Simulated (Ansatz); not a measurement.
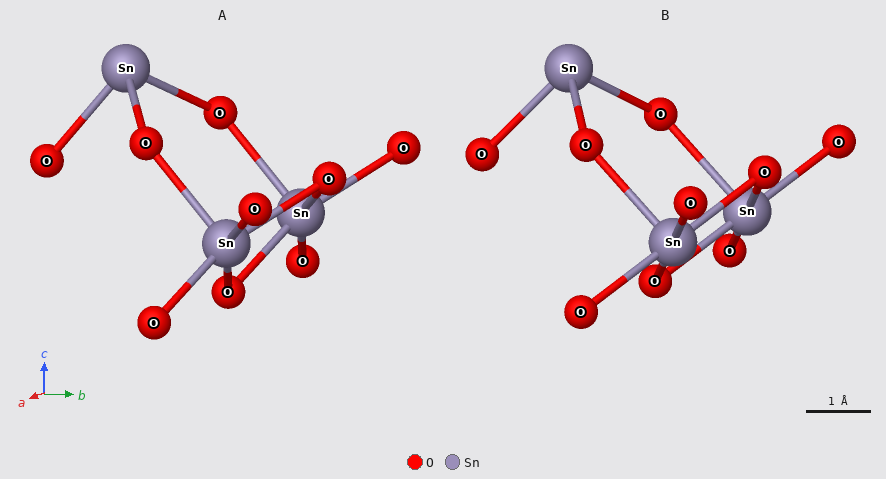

Two geometries of a slab of composition SnO2 (cut from the P4_2/mnm phase), drawn at one scale. One is the start of a relaxation, the other its converged end. The picture is a ball-and-stick view of the atoms within 4.2 Å of the atom that moves most (axes of the 2 × 2 repeat of the cell, outlined in the plane, without the vacuum (origin shifted)), seen slightly off an axis.

The calculation used DFT PBEsol, scalar-relativistic, plane waves, PAW (Ansatz 0.2.0). Settings: plane-wave cutoff 420 eV; k-point mesh 8 × 6 × 1; occupations gaussian; smearing width 0.05 eV; no spin polarisation; dipole correction; atoms relaxed in a fixed cell; force threshold 0.02 eV/Å; at most 60 steps.

### Which one is relaxed?

Structure A is the relaxed one. Case: (1 0 0) slab, atoms relaxed. The slab is the (1 0 0) face of SnO2. The energy falls by 0.555 eV per cell of the calculation in 4 geometry steps. The largest force component goes from 2.3 to 0.015 eV/Å. The largest moves, 0.31 Å, are those of O atoms. Largest moves by element: O 0.31 Å, Sn 0.07 Å. The lattice vectors keep their values. Near-neighbour distances that change, for instance: O–Sn 2.070 → 2.134 Å, O–Sn 2.070 → 2.009 Å, O–Sn 2.066 → 2.031 Å, O–Sn 2.070 → 2.079 Å. Bond angles that change, for instance: O–Sn–O 180.0° → 164.9°, O–Sn–O 90.0° → 101.2°, Sn–O–Sn 101.7° → 106.2°.
